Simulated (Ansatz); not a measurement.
Input

```
crystal:
  lattice:
    - [-3.8390485956, 0.0, 0.0]
    - [-1.9195242978, -3.3247136102, 0.0]
    - [0.0, 0.0, 13.023262221]
  atoms:
    - { symbol: Sn, position: [0.0, 0.0, 0.6924107426] }
    - { symbol: Sn, position: [0.0, 0.0, 0.2308035809] }
    - { symbol: Se, position: [0.3333333333, 0.3333333333, 0.8148072645] }
    - { symbol: Se, position: [0.3333333333, 0.3333333333, 0.3532001028] }
    - { symbol: Se, position: [0.6666666667, 0.6666666667, 0.108407059] }
    - { symbol: Se, position: [0.6666666667, 0.6666666667, 0.5700142207] }
basis:
  ecutwfc: 420
kpoints:
  mp_grid: { grid: [10, 10, 3] }
hamiltonian:
  xc: pbe
  dispersion: d3bj
scf:
  occupations: { method: gaussian, width: 0.03 }
output:
  forces: true
  stress: true
  eigenvalues: true
  write_density: true
  write_potential: true
  elf: true
  volumetric_format: npy
```

Command:

```sh
ansatz run input.yaml --threads 2 --pin off --max-ram 5120MiB --backend cpu --events-out ev --progress --plain --runs-dir out
```

Below, planes, directions and counts refer to the conventional cell (a = 3.84 Å, b = 3.84 Å, c = 13.02 Å, α = 90.00°, β = 90.00°, γ = 120.00°).

Space group P-3m1.

Level of theory: DFT PBE+D3(BJ), scalar-relativistic, plane waves, PAW (Ansatz 0.2.0).

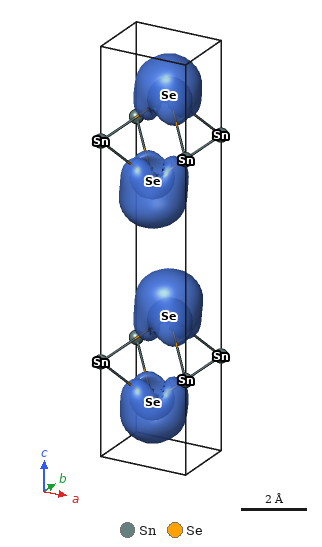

SnSe2. Isosurface of the electron localisation function at 0.75 (blue), seen slightly off an axis. Core shells and regions of very low density are left out. Sticks mark near contacts.

Question: What do the ELF domains correspond to?

Answer: At this value the surface marks out four regions wrapped around Se (the valence shell of each), counted in one cell of 6 atoms. Regions shared between cells count once.

Values along the shortest contacts:
Sn–Se (2.73 Å): the ELF is about 0.60 at the midpoint.

Question: Metal or insulator at this level of theory?

Answer: It is gapped, with a Kohn–Sham gap of 0.67 eV on the k-point mesh (the band edges may lie off the mesh, which would make the gap smaller).
